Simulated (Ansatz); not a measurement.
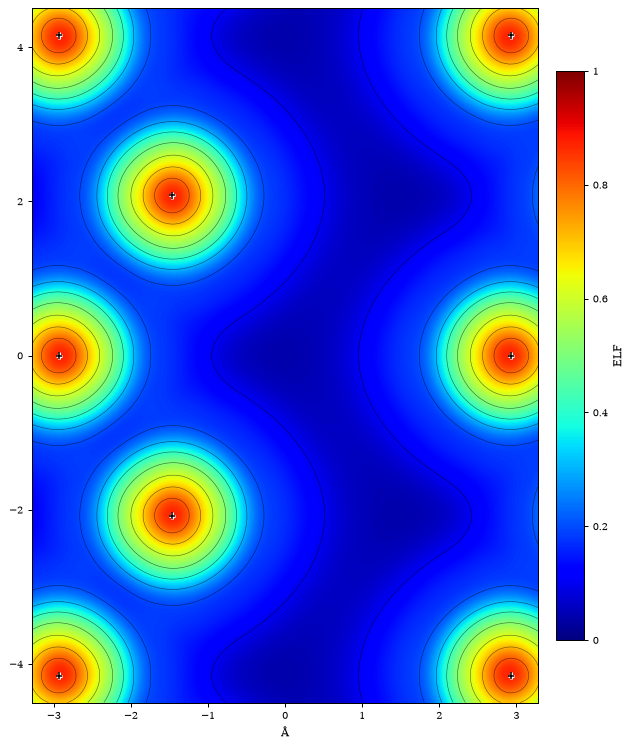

The ELF on a plane through atoms (crosses mark nuclei in the plane).

All numbers below come from DFT, PBEsol, plane waves (420 eV) with PAW, scalar-relativistic in Ansatz 0.2.0.

Candidates:
A. Pb, a = 3.57 Å, b = 3.57 Å, c = 5.85 Å, α = 90.00°, β = 90.00°, γ = 120.00°. Space group P6₃/mmc; set up as Pb, hcp; a generated structure, not necessarily the stable one; changed on purpose from its base cell (volume × 1.08); computed pressure about −3 GPa in this cell.
B. Ag, a = 5.87 Å, b = 5.87 Å, c = 5.87 Å, α = 90.00°, β = 90.00°, γ = 90.00°. Space group Fd-3m; set up as Ag, diamond; a generated structure, not necessarily the stable one; changed on purpose from its base cell (volume × 0.92); computed pressure about 4 GPa in this cell.

### Which candidate gave the map?

Candidate B: Ag on the (110) plane of the conventional cell, which holds Ag. Ag–Ag (2.54 Å): the ELF is about 0.20 at the midpoint (no shared electron pair shows on this line).
